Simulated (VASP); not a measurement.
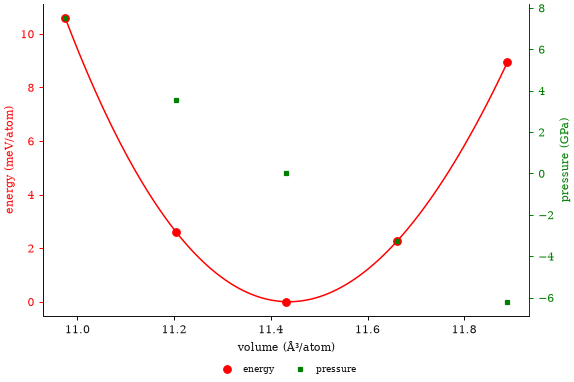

The picture above shows the energy and pressure against volume for BP, space group F-43m (No. 216).

Cell as given: a = 3.186 Å, b = 3.186 Å, c = 3.186 Å, α = 60.00°, β = 60.00°, γ = 60.00°; 2 atoms.

Calculation (VASP 6.6.1): plane-wave DFT, no spin polarisation; energies at scaled volumes of the given cell, shape and fractions fixed, counted from the fit's minimum, third-order Birch-Murnaghan fit. Level: PBE with D3(BJ).

k mesh 8×8×8; occupations Gaussian; smearing width 0.02 eV; potentials VASP PAW PBE potentials, recommended; wave cutoff 520 eV.

Question: Give the fitted equation-of-state parameters.

Answer: A third-order Birch–Murnaghan fit gives V0 = 11.44 Å³/atom, B0 = 170 GPa and B′ = 3.7.

Question: How does the pressure vary with volume?

Answer: It falls from 7.51 GPa at volume 10.97 Å³/atom to −6.20 GPa at 11.89 Å³/atom, and changes sign near 11.43 Å³/atom.
